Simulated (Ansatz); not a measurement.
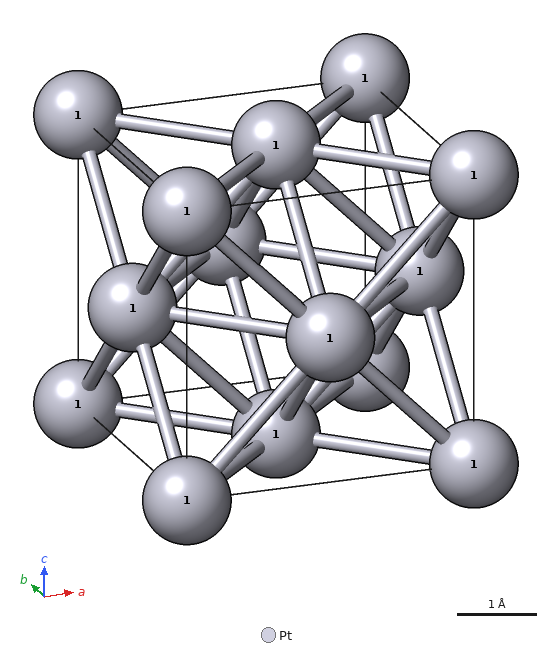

Reference structure: a symmetric starting cell of Pt. A ball-and-stick model of the conventional cell (4 times the calculation's cell), seen from a free direction. Lengths and directions refer to the drawn axes.

The calculation used DFT PBE, scalar-relativistic, plane waves, PAW in Ansatz 0.2.0. Settings: plane-wave cutoff 420 eV; k-point mesh 18 × 18 × 18; occupations gaussian; smearing width 0.1 eV; no spin polarisation.

Change: All lengths are scaled by −1.8 % (volume −5.2 %), the atoms keeping their fractional coordinates. No relaxation follows. The starting cell wasn't computed here and needn't be at equilibrium, so pressure and forces aren't due to the change alone.

Question: What does the calculation give for the changed structure?

Answer: The pressure is 30.5 GPa (not all of it need come from the change, since the unchanged cell can be under pressure at this level too). All forces vanish by symmetry. Near-neighbour distances before and after: Pt–Pt 2.769 → 2.720 Å. The space group stays Fm-3m (No. 225).

Drawn alike, the variant:

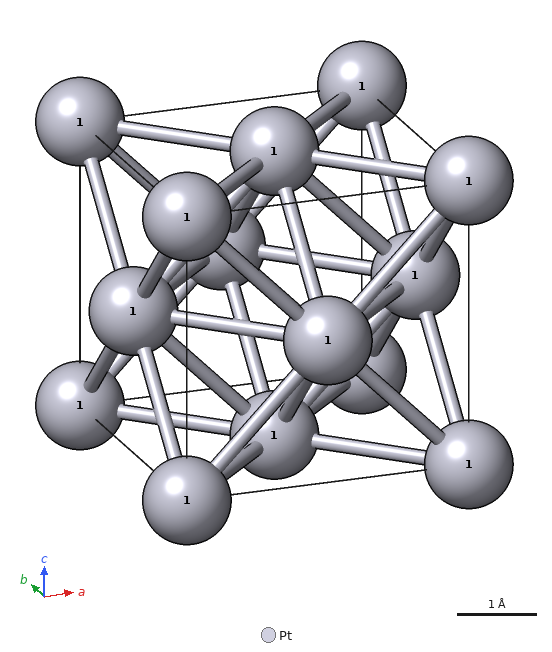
